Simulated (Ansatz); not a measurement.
# Band-structure calculation, with input and output: Bi₄Se₃

Bi₄Se₃ (R-3m, 7 atoms in the cell), computed with DFT PBEsol, scalar-relativistic, plane waves, PAW, no spin polarisation (Ansatz 0.2.0).

The structure derives from an entry of the Crystallography Open Database.

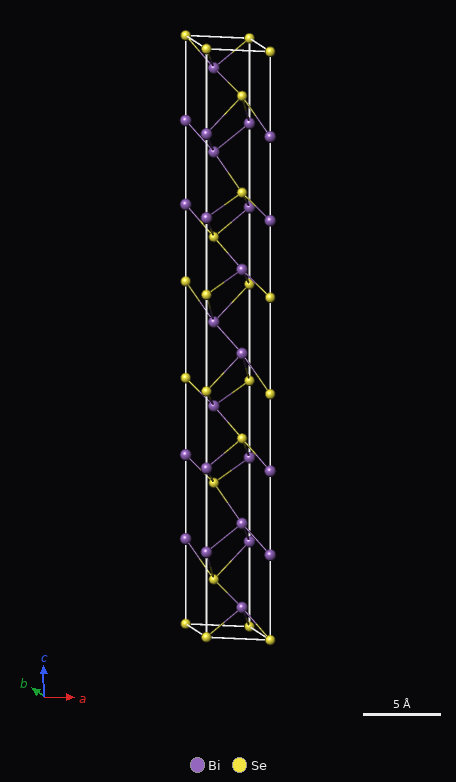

Fig. 1: The structure (ball-and-stick view of the cell 3 times as large as that of the calculation, set on its symmetry axes, seen slightly off an axis). An atom can appear more than once, as a periodic image. Near neighbours in the periodic cell (some may lie outside the picture): Bi has 3 Bi at 3.02 Å and 3 Se at 3.41 Å; Bi has 6 Se at 2.89 to 3.06 Å; Se has 6 Bi at 2.89 to 3.41 Å.

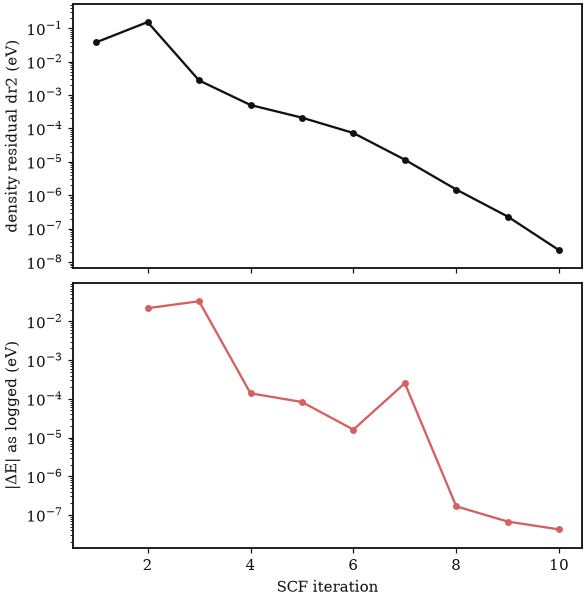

Fig. 2: Convergence of the self-consistent field: density residual dr2 and size of the energy change against the SCF iteration. The residual comes down, with one marked jump up, by a factor of about 4, at step 2.

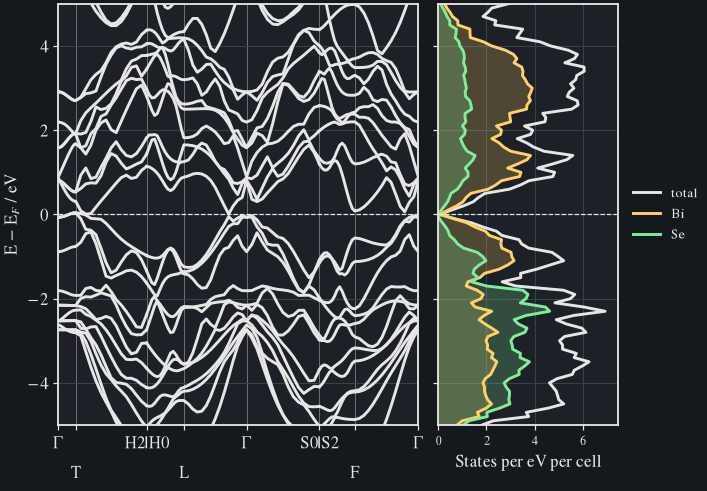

Fig. 3: Band structure along Γ–T–H2|H0–L–Γ–S0|S2–F–Γ and density of states (projected on Löwdin-orthogonalised atomic shells), with energies from the Fermi level. Filled and empty bands touch or nearly touch at the Fermi level along this path: a zero-gap or semimetallic system, unless bands cross it elsewhere.

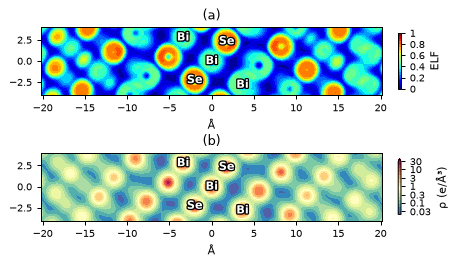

Fig. 4: (a) electron localisation function; (b) valence charge density (pseudo) on the (111) plane of the conventional cell. Atoms in the plane: Bi and Se. Bi–Se (2.89 Å): ρ is about 0.31 e/Å³ halfway; the ELF peaks at about 0.80 in the valence shell of Se, 0.8 Å from its nucleus, and drops to about 0.35 between the two atoms. Bi–Se (3.06 Å): the density is about 0.22 e/Å³ at the midpoint; the ELF peaks at about 0.80 in the valence shell of Se, 0.8 Å from its nucleus, and drops to about 0.30 between the two atoms; no shared pair; the contact is polar. Away from the nuclei the density in this plane falls to 0.02 e/Å³ at its lowest. The fields are those of the smooth PAW valence density.

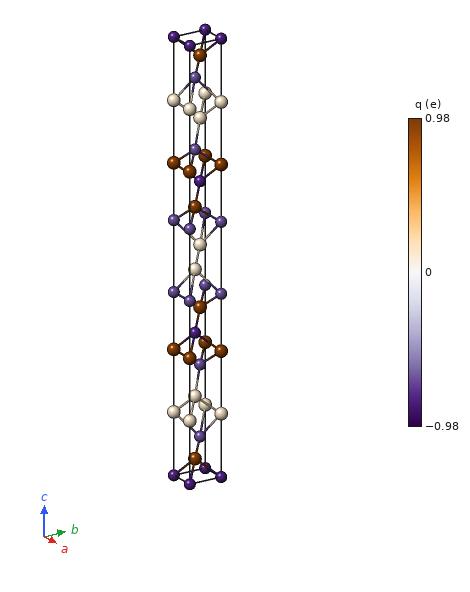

Fig. 5: Bader charges, as the colour of each atom (ball-and-stick view of the cell 3 times as large as that of the calculation, set on its symmetry axes, seen slightly off an axis). By element: Bi +0.13 to +0.93 and Se −0.79 to −0.66 e.

The input that produced these results follows, with the program's output.

## The input
```yaml
crystal:
  lattice:
    - [2.1307981621, 1.2302168925, 13.169847394]
    - [-2.1307981621, 1.2302168925, 13.169847394]
    - [0.0, -2.4604337849, 13.169847394]
  atoms:
    - { symbol: Bi, position: [0.1445058282, 0.1445058282, 0.1445058282] }
    - { symbol: Bi, position: [0.8554941718, 0.8554941718, 0.8554941718] }
    - { symbol: Bi, position: [0.287229143, 0.287229143, 0.287229143] }
    - { symbol: Bi, position: [0.712770857, 0.712770857, 0.712770857] }
    - { symbol: Se, position: [0.4179589532, 0.4179589532, 0.4179589532] }
    - { symbol: Se, position: [0.5820410468, 0.5820410468, 0.5820410468] }
    - { symbol: Se, position: [0.0, 0.0, 0.0] }
basis:
  ecutwfc: 420
kpoints:
  mp_grid: { grid: [12, 12, 12] }
  band_path:
    path:
      - [[0.0, 0.0, 0.0], [0.5, 0.5, 0.5], [0.82751618, 0.17248382, 0.5]]
      - [[0.5, -0.17248382, 0.17248382], [0.5, 0.0, 0.0], [0.0, 0.0, 0.0], [0.33624191, -0.33624191, 0.0]]
      - [[0.66375809, 0.0, 0.33624191], [0.5, 0.0, 0.5], [0.0, 0.0, 0.0]]
    npoints: 14
hamiltonian:
  xc: pbesol
scf:
  occupations: { method: gaussian, width: 0.1 }
  n_extra_bands: 17
output:
  forces: true
  stress: true
  eigenvalues: true
  populations: true
  dos: { projected: true, de: 0.02, nscf_kmesh: { grid: [18, 18, 18] } }
  bader: true
  write_density: true
  write_potential: true
  elf: true
  volumetric_format: npy
```

Launched with:
```bash
ansatz run input.yaml --threads 2 --pin off --max-ram 5120MiB --backend cpu --events-out ev --progress --plain --runs-dir out
```

## Log
```
basis.fft_grid_basis auto: the FFT boxes are laid along the combinations [[1, -1, 0], [0, 1, 0], [0, -1, 1]] of the cell's own vectors, 4.262, 13.398 and 4.262 Å long. The dense box has 30×90×30 points. Along the cell's own vectors, as sized, it would have 90×90×90, 9.00 times as many. Of the 12 symmetry operations that the crystal satisfies within crystal.symmetry.tolerance (time reversal apart; of a slab, those that keep its plane) the dense box along the cell's own vectors carries 12, and the one as laid loses 8 of those. basis.fft_grid_basis: typed keeps the cell's own vectors: state it where this run's energies or levels are differenced outside the engine with another run's, or held beside a run that keeps those vectors. Those combinations have planes normal to reciprocal vector 3, as the cell's own vectors have. Each planar average written beside output.write_density, output.write_potential has a row for each plane of the box: 30. The volumetric files lie along those combinations, not along the cell's own vectors: a cube or XSF file states them, and fields.json those of NumPy files.
scf.n_extra_bands = 17 over 54 filled bands (N_el = 108.0): the run solves 71 bands
Engine: ansatz 0.2.0, x86_64-unknown-linux-gnu
Pseudopotentials: kind: paw
Pseudopotential: Bi, paw, valence charge 15, recommended cutoff 420 eV (normal), Bi.paw.azcp
Pseudopotential: Se, paw, valence charge 16, recommended cutoff 420 eV (normal), Se.paw.azcp
Functional definition: PBEsol
  exchange = pbesol_x
  correlation = pbesol_c
Crystal: 7 atoms, lattice volume = 207.136 Å³
Basis set: ecut = 420 eV, 4047 PW (Γ), FFT grids on a1−a2, a2, −a2+a3, exchange–correlation on 60×180×60 points (8 copies of the dense FFT grid, shifted against one another)
Bands: 71, of which v1, the nominal top of the filled ones, is band 54 counted from 1 (53 counted from 0)
Symmetry: 12 space group operations
Space group: R-3m (ITA 166), of the structure as read, at distance tolerance 5.9e-5 Å
k-points: 189 of 1728
Non-local potential: Bi, projectors of the file, l = 0: 2, l = 1: 2, l = 2: 2, l = 3: 2
Non-local potential: Se, projectors of the file, l = 0: 2, l = 1: 2, l = 2: 3, l = 3: 1
PAW form: soft (Blöchl's): semilocal exchange-correlation on the pseudo side does not see the compensation charge
PAW frozen core: Bi, regenerated for the run's functional, and the local potential with it (the file was generated under x = pbe(κ = 0.804, μ = 0.2195149727645171), c = pbe(β = 0.06672455060314922))
PAW frozen core: Se, regenerated for the run's functional, and the local potential with it (the file was generated under x = pbe(κ = 0.804, μ = 0.2195149727645171), c = pbe(β = 0.06672455060314922))
PAW one-centre angular grid: Bi, 590 points (default); XC on 64 Gauss nodes
PAW one-centre angular grid: Se, 590 points (default); XC on 64 Gauss nodes
Initial density: superposition of atomic densities (neutral atoms: chi_scale 0, normalization atom), corrected by the library's trained network
Initial wavefunctions: pseudopotential atomic-orbital guess
Functional: x = pbesol(κ = 0.804, μ = 0.12345679012345678), c = pbesol(β = 0.046)
SCF iter   1: F=—  HF=-65242.523256 eV  |F-HF|=—  |Δ(HF+E_count)|=         —  Δρ=2.65e-3  dr2=3.81e-2  ethr=1.77e-3  ⟨swp⟩=8.2  Hψ=60049  notcnv=0  defer=476
preconditioner: auto → LDOS  [metal: Δε(μ)=0.014 eV  Ē_g=10.598 eV  σ=0.100 eV  W_gap=0.08  n_scr=58 (ndim 8)  ℏωp=15.9 eV  f_vac=0.013  D(μ)=0.46/eV (n_scr^D=2)  β→1.0]
SCF iter   2: F=—  HF=-65242.545244 eV  |F-HF|=—  |Δ(HF+E_count)|=   2.20e-2  Δρ=4.64e-3  dr2=1.54e-1  ethr=3.53e-5  ⟨swp⟩=2.0  Hψ=27131  notcnv=0  defer=1783
preconditioner: auto → Kerker (q_TF=auto, 2.448 Å⁻¹)  [metal: Δε(μ)=0.010 eV  Ē_g=10.637 eV  σ=0.100 eV  W_gap=0.06  n_scr=58 (ndim 8)  ℏωp=15.9 eV  f_vac=0.010  D(μ)=0.78/eV (n_scr^D=2)  β→0.5]
SCF iter   3: F=—  HF=-65242.512059 eV  |F-HF|=—  |Δ(HF+E_count)|=   3.32e-2  Δρ=6.86e-4  dr2=2.75e-3  ethr=3.53e-5  ⟨swp⟩=2.0  Hψ=23239  notcnv=0  defer=1783
SCF iter   4: F=—  HF=-65242.511920 eV  |F-HF|=—  |Δ(HF+E_count)|=   1.39e-4  Δρ=2.67e-4  dr2=5.04e-4  ethr=2.55e-6  ⟨swp⟩=2.1  Hψ=19082  notcnv=0  defer=1783
SCF iter   5: F=—  HF=-65242.511837 eV  |F-HF|=—  |Δ(HF+E_count)|=   8.28e-5  Δρ=1.61e-4  dr2=2.11e-4  ethr=4.67e-7  ⟨swp⟩=2.0  Hψ=15313  notcnv=0  defer=1783
SCF iter   6: F=—  HF=-65242.511821 eV  |F-HF|=—  |Δ(HF+E_count)|=   1.60e-5  Δρ=8.11e-5  dr2=7.31e-5  ethr=1.95e-7  ⟨swp⟩=2.0  Hψ=19921  notcnv=0  defer=1783
SCF iter   7: F=—  HF=-65242.511568 eV  |F-HF|=—  |Δ(HF+E_count)|=   2.53e-4  Δρ=4.06e-5  dr2=1.16e-5  ethr=6.77e-8  ⟨swp⟩=2.0  Hψ=16070  notcnv=0  defer=1153
SCF iter   8: F=—  HF=-65242.511568 eV  |F-HF|=—  |Δ(HF+E_count)|=   1.67e-7  Δρ=1.38e-5  dr2=1.48e-6  ethr=1.07e-8  ⟨swp⟩=1.9  Hψ=13315  notcnv=0  defer=1146
SCF iter   9: F=—  HF=-65242.511568 eV  |F-HF|=—  |Δ(HF+E_count)|=   6.74e-8  Δρ=7.72e-6  dr2=2.30e-7  ethr=1.37e-9  ⟨swp⟩=2.0  Hψ=21311  notcnv=0  defer=1145
SCF iter  10: F=-65242.511568 eV  HF=-65242.511568 eV  |F-HF|=1.23e-8  |Δ(HF+E_count)|=   4.23e-8  Δρ=2.15e-6  dr2=2.25e-8  ethr=9.26e-11  ⟨swp⟩=17.0  Hψ=112409  notcnv=0
SCF 1 converged in 10 iterations: F = -65242.511568 eV  dr2 = 2.25e-8
  greatest PAW one-centre occupation: 1.000 electrons in one spin orbital (limit 2), on the Se atom at site 5 (counted from 0), in its partial waves of l = 2
NSCF: frozen V_eff on 101 k-points
NSCF: frozen V_eff on 580 k-points
SCF converged after 10 iterations
Free energy (F): -65242.511568 eV
Harris-Foulkes:  -65242.511568 eV  (|F-HF|=1.23e-8)
Internal energy: -65242.508649 eV  (E = F + TS)
E sigma→0 (E₀):  -65242.510109 eV
Entropy (-TS):   -0.002919 eV (-0.417 meV/atom)
Fermi energy:    9.770743 eV
--- Per-component energies (eV) ---
  E_band       = -1534.972440
  E_kinetic    = 1563.381017
  E_local      = -13652.318090  (includes V_loc(G=0)·N_el)
  E_nonlocal   = 472.984490
  E_hartree    = 5724.201112
  E_xc         = -912.074212
  E_vxc        = -871.798651  (∫ρ·V_xc dr)
  E_paw        = -47640.924856  (= ΣΔE_a)
  E_vpaw       = -495.616399  (= ΣTr[D̂ρ^β])
  E_aug_tail   = -0.003627  (compensation charges beyond the density's cutoff)
  E_ewald      = -10801.138843
  E_core_change = 3.384360  (= ΣΔE_core)
  E_smearing   = -0.002919  (= −TS)
  E_closure    = 0.000000  (closes the sum)
  Σ components = -65242.511568   (vs F -65242.511568, Δ=0.00e0)
--- Forces (eV/Å), atoms counted from 1 ---
  atom   1  Bi     0.00000000     0.00000000     0.00011516
  atom   2  Bi     0.00000000    -0.00000000    -0.00011516
  atom   3  Bi     0.00000000    -0.00000000    -0.00038592
  atom   4  Bi     0.00000000     0.00000000     0.00038592
  atom   5  Se     0.00000000     0.00000000     0.00028300
  atom   6  Se    -0.00000000    -0.00000000    -0.00028300
  atom   7  Se     0.00000000     0.00000000     0.00000000
  max |Σ_I F_I| component: 1.16e-18 eV/Å
--- Stress (GPa, compression-positive) ---
        0.000023       0.000000       0.000000
        0.000000       0.000023       0.000000
        0.000000       0.000000       0.004388
  P = ⅓ Tr σ = 0.0015 GPa (0.015 kbar)
--- Band table (eV; the first three rows and the last of 189) ---
  k-point 0: bands = ["-38.2511", "-38.2511", "-38.2511", "-38.2511", "-38.2444", "-38.2444", "-38.2444", "-38.2444", "-38.2411", "-38.2411", "-38.1709", "-38.1697", "-38.1697", "-38.1595", "-38.1595", "-13.7283", "-13.7283", "-13.7252", "-13.7252", "-13.7122", "-13.7103", "-13.7082", "-13.7082", "-13.7030", "-13.7030", "-12.8088", "-12.8088", "-12.6704", "-12.6581", "-12.6581", "-12.4832", "-12.4736", "-12.4736", "-12.3661", "-12.3661", "-5.0850", "-4.5119", "-3.6160", "-2.5840", "-0.6874", "0.6589", "1.4391", "7.0313", "7.0313", "7.1454", "7.2442", "7.2448", "7.2448", "7.6145", "7.6145", "7.9586", "8.8857", "9.7040", "9.7040", "10.5741", "10.5741", "10.6409", "10.6637", "11.3552", "11.3552", "11.9627", "12.6826", "12.6826", "15.1229", "15.5909", "15.6206", "15.6206", "16.0924", "16.4944", "16.4944", "16.5126"]
  k-point 1: bands = ["-38.2511", "-38.2511", "-38.2511", "-38.2511", "-38.2444", "-38.2444", "-38.2444", "-38.2444", "-38.2411", "-38.2411", "-38.1709", "-38.1697", "-38.1697", "-38.1595", "-38.1594", "-13.7292", "-13.7270", "-13.7258", "-13.7240", "-13.7116", "-13.7100", "-13.7085", "-13.7084", "-13.7036", "-13.7029", "-12.8078", "-12.8030", "-12.6683", "-12.6574", "-12.6542", "-12.4844", "-12.4759", "-12.4741", "-12.3743", "-12.3665", "-5.0268", "-4.4602", "-3.5787", "-2.5300", "-0.6932", "0.5504", "1.3919", "6.5393", "6.6646", "6.8259", "7.0948", "7.1830", "7.4090", "7.6040", "7.6567", "8.0376", "9.3185", "9.4529", "9.6653", "10.1440", "10.1976", "10.5018", "11.4530", "11.6183", "11.7642", "12.1937", "12.5398", "12.7312", "14.8339", "15.0676", "15.6853", "16.0709", "16.1105", "16.4851", "16.6982", "16.7811"]
  k-point 2: bands = ["-38.2511", "-38.2511", "-38.2511", "-38.2511", "-38.2444", "-38.2444", "-38.2444", "-38.2444", "-38.2411", "-38.2411", "-38.1709", "-38.1697", "-38.1697", "-38.1594", "-38.1594", "-13.7318", "-13.7278", "-13.7238", "-13.7209", "-13.7118", "-13.7096", "-13.7086", "-13.7069", "-13.7045", "-13.7026", "-12.8051", "-12.7859", "-12.6674", "-12.6500", "-12.6428", "-12.4900", "-12.4830", "-12.4741", "-12.3980", "-12.3675", "-4.8546", "-4.3096", "-3.4778", "-2.3683", "-0.7316", "0.2495", "1.2474", "5.6626", "6.3262", "6.4616", "6.5579", "6.9519", "7.1022", "7.6927", "7.6988", "7.8901", "8.9671", "9.3820", "9.5848", "9.9140", "10.6928", "10.8168", "11.4294", "12.0246", "12.1525", "12.3679", "12.8724", "13.1746", "14.1438", "15.0671", "15.7714", "15.9958", "16.3130", "16.6575", "16.7334", "17.1883"]
  k-point 188: bands = ["-38.2511", "-38.2511", "-38.2511", "-38.2511", "-38.2444", "-38.2444", "-38.2444", "-38.2444", "-38.2411", "-38.2411", "-38.1709", "-38.1697", "-38.1697", "-38.1595", "-38.1595", "-13.7283", "-13.7283", "-13.7252", "-13.7252", "-13.7122", "-13.7103", "-13.7082", "-13.7082", "-13.7030", "-13.7030", "-12.8088", "-12.8088", "-12.6704", "-12.6581", "-12.6581", "-12.4831", "-12.4736", "-12.4736", "-12.3661", "-12.3661", "-5.0730", "-4.5569", "-3.5016", "-2.7255", "-0.4535", "0.3497", "1.5828", "6.9627", "7.0305", "7.0305", "7.2486", "7.2486", "7.4967", "7.6083", "7.6083", "7.8467", "9.0087", "9.8120", "9.8120", "10.0831", "10.3033", "10.3033", "11.4495", "11.6783", "11.6964", "11.6964", "12.4755", "12.4755", "15.1672", "15.4802", "15.5068", "15.5331", "15.5331", "16.9521", "16.9521", "17.0205"]
--- Löwdin populations: 7 sites ---
  site symbol       q [e]
     0     Bi     14.9211
     1     Bi     14.9211
     2     Bi     14.4314
     3     Bi     14.4314
     4     Se     16.3104
     5     Se     16.3104
     6     Se     16.4348
  spilling = 0.002218 (of n_electrons = 108.000000)
--- Bader charges: 7 sites ---
  site symbol  charge [e]  shift [e]
     0     Bi      0.1258     0.0000
     1     Bi      0.1258     0.0000
     2     Bi      0.9298     0.0000
     3     Bi      0.9298     0.0000
     4     Se     -0.6598     0.0000
     5     Se     -0.6598     0.0000
     6     Se     -0.7917     0.0000
  estimated error of the sums over rays = 4.0e-4 e
```

## File bader_charges.tsv
```
# site	symbol	x_ang	y_ang	z_ang	partial_charge_e	electrons	volume_ang3	relative_density_drop	shared_charge_e	partial_wave_shift_e
# quadrature_error_electrons = 4.0e-4
0	Bi	0.0000	0.0000	5.7094	0.12578	82.87422	33.19	-	0.12578	0.00000
1	Bi	0.0000	0.0000	33.8002	0.12578	82.87422	33.19	-	0.12578	0.00000
2	Bi	0.0000	0.0000	11.3483	0.92983	82.07017	25.54	-	0.92983	0.00000
3	Bi	0.0000	0.0000	28.1613	0.92984	82.07016	25.54	-	0.92984	0.00000
4	Se	0.0000	0.0000	16.5134	-0.65976	34.65976	30.25	-	-0.65976	0.00000
5	Se	0.0000	0.0000	22.9962	-0.65976	34.65976	30.25	-	-0.65976	0.00000
6	Se	0.0000	0.0000	0.0000	-0.79172	34.79172	29.17	-	-0.79172	0.00000
```

## File populations.tsv
```
# site	symbol	l	j	q
# orbitals = lowdin
# n_electrons = 108.000000
# spilling = 0.002218
0	Bi	0_6S	-	1.896858
0	Bi	1_6P	-	3.027610
0	Bi	2_5D	-	9.996615
1	Bi	0_6S	-	1.896858
1	Bi	1_6P	-	3.027610
1	Bi	2_5D	-	9.996615
2	Bi	0_6S	-	1.966097
2	Bi	1_6P	-	2.466575
2	Bi	2_5D	-	9.998679
3	Bi	0_6S	-	1.966097
3	Bi	1_6P	-	2.466575
3	Bi	2_5D	-	9.998679
4	Se	0_4S	-	1.899976
4	Se	1_4P	-	4.410587
4	Se	2_3D	-	9.999845
5	Se	0_4S	-	1.899976
5	Se	1_4P	-	4.410587
5	Se	2_3D	-	9.999845
6	Se	0_4S	-	1.883477
6	Se	1_4P	-	4.551422
6	Se	2_3D	-	9.999863
```

## Results in brief

- outcome: converged
- space group (tolerance 0.01 Å): R-3m (166)
- electrons treated: 108
- free energy: −65242.5116 eV
- Fermi energy: 9.771 eV
- gap on the k-point mesh: none (metallic)
- pressure: 0.00 GPa
- largest force (length of the vector): under 0.001 eV/Å
- hardware: 2 threads of Intel Xeon (Sapphire Rapids), 32 GiB of memory available, shared host
- wall time: 4.7 min (CPU time 9.4 min)
- peak memory: 4.3 GiB

## Notes

Spin–orbit coupling is left out, which matters for Bi.
